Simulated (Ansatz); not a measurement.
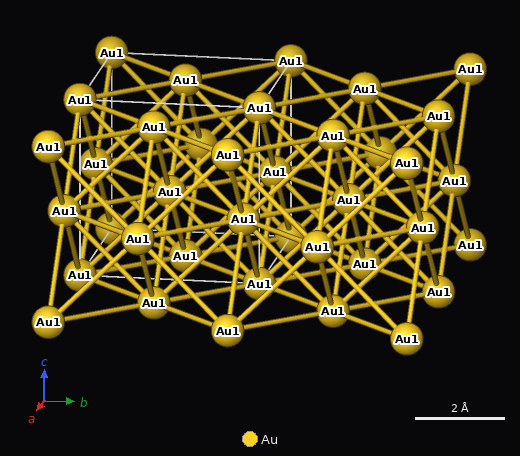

The starting point is a symmetric starting cell of Au. The picture is a ball-and-stick view of the conventional cell (4 times the calculation's cell), repeated 2 × 2 × 1 with one cell outlined, seen slightly off an axis. Lengths and directions refer to the drawn axes.

Computed with DFT PBEsol, scalar-relativistic, plane waves, PAW in Ansatz 0.2.0. Settings: plane-wave cutoff 420 eV; k-point mesh 16 × 16 × 16; occupations gaussian; smearing width 0.1 eV; no spin polarisation.

The variant: The cell is strained by +6.5 % along c and +0.5 % across it (volume +7.5 %), the atoms keeping their fractional coordinates. No relaxation follows. The starting cell wasn't computed here and needn't be at equilibrium, so pressure and forces aren't due to the change alone.

Question: What does the calculation give for the changed structure?

Answer: Near-neighbour distances before and after: Au–Au 2.893 → 2.907 to 2.995 Å. The space group (tolerance 0.01 Å) goes from Fm-3m (No. 225) to I4/mmm (No. 139). The pressure is −10.9 GPa (not all of it need come from the change, since the unchanged cell can be under pressure at this level too). The principal stresses (compression positive) are −11.7 GPa along c and −10.5 GPa across it. All forces vanish by symmetry.

The changed structure in the same view:

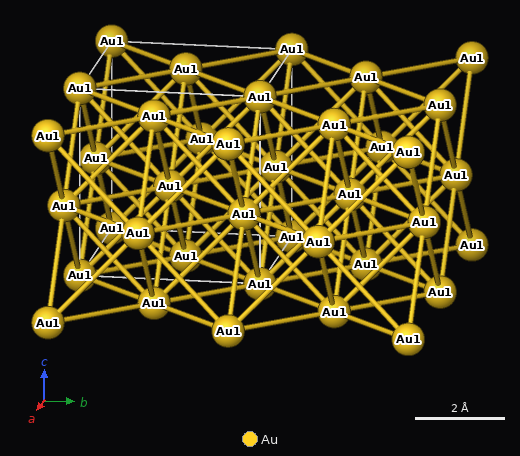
